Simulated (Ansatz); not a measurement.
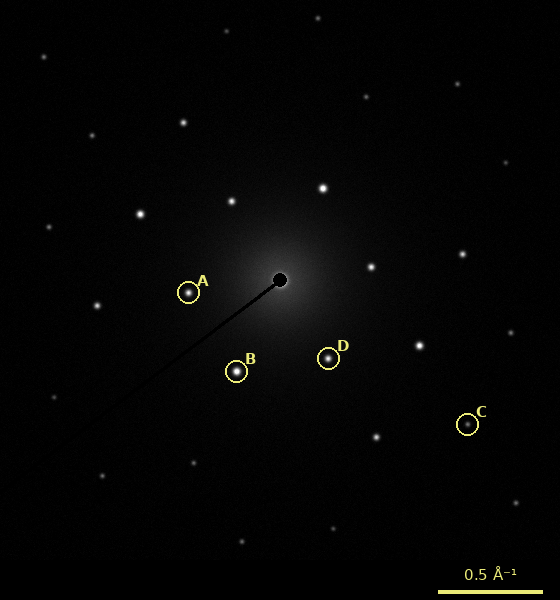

The pattern is a kinematic simulation for 300 kV electrons (no multiple scattering; isotropic B = 0.5 Å²). The zone axis points towards the electron source and the pattern is seen from the source side.

The sample is Ru, space group P6_3/mmc (No. 194), a = 2.688 Å, c = 8.652 Å (hexagonal axes). Structure: coordinates from a relaxation with Ansatz, DFT r2SCAN, scalar-relativistic, plane waves, PAW; the starting structure was generated, so it need not be a known form of this composition.

Spot A is indexed -1 1 1 and spot B -1 0 2.

> Index the other marked spots.

C = −3A + 2B = 1 -3 1 (d = 0.876 Å). D = −A + B = 0 -1 1 (d = 2.248 Å).

> Give [uvw].

The cross product of A and B is parallel to [211]; every spot obeys hu + kv + lw = 0.
